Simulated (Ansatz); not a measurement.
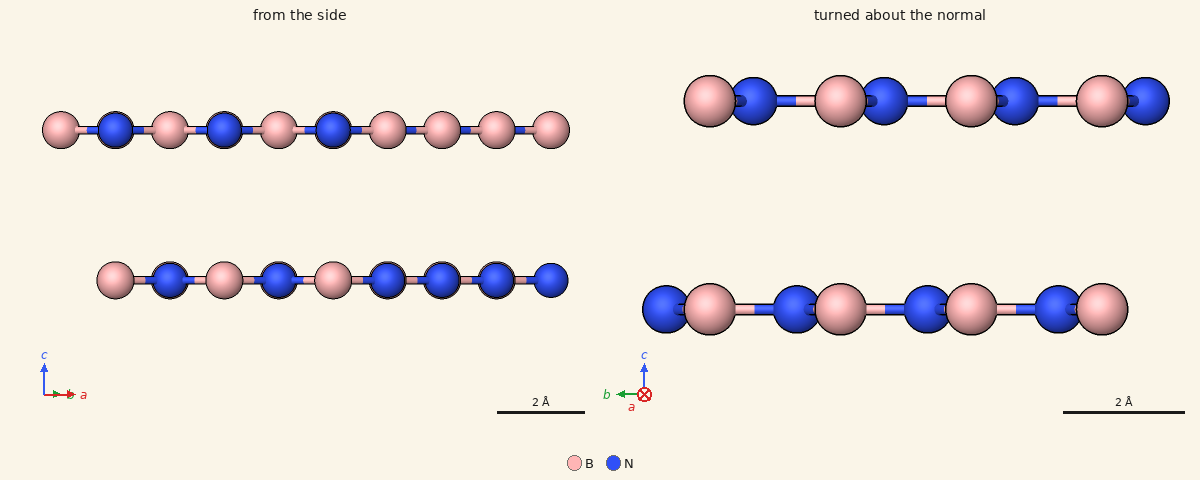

A ball-and-stick picture of a periodic sheet, seen from the side and turned about the normal. The surface normal points up in side views; the vacuum is left out. 3×4 cells are drawn in the plane, with atoms at the edges repeated.

The cell holds 2 B, 2 N.

Which elements lie outermost on each side?

The top face ends in B and N, the bottom face in B and N. The two faces are alike.

What is the slab's thickness, atom centre to atom centre?

About 3.5 Å from the lowest to the highest atom.

What is the order of the atomic planes, starting from the top?

Two planes: BN / BN.

Describe the bonding.

The coordination shell of B holds three N in a trigonal planar arrangement at about 1.4 Å. N bonds to three B in a trigonal planar arrangement at about 1.4 Å. The bonds build BN layers parallel to the surface.

The cell started as a structure listed in the Materials Project, from which a slab or single sheet was cut. The atoms were relaxed in a fixed cell with DFT PBE+D3(BJ), scalar-relativistic, plane waves, PAW in Ansatz.
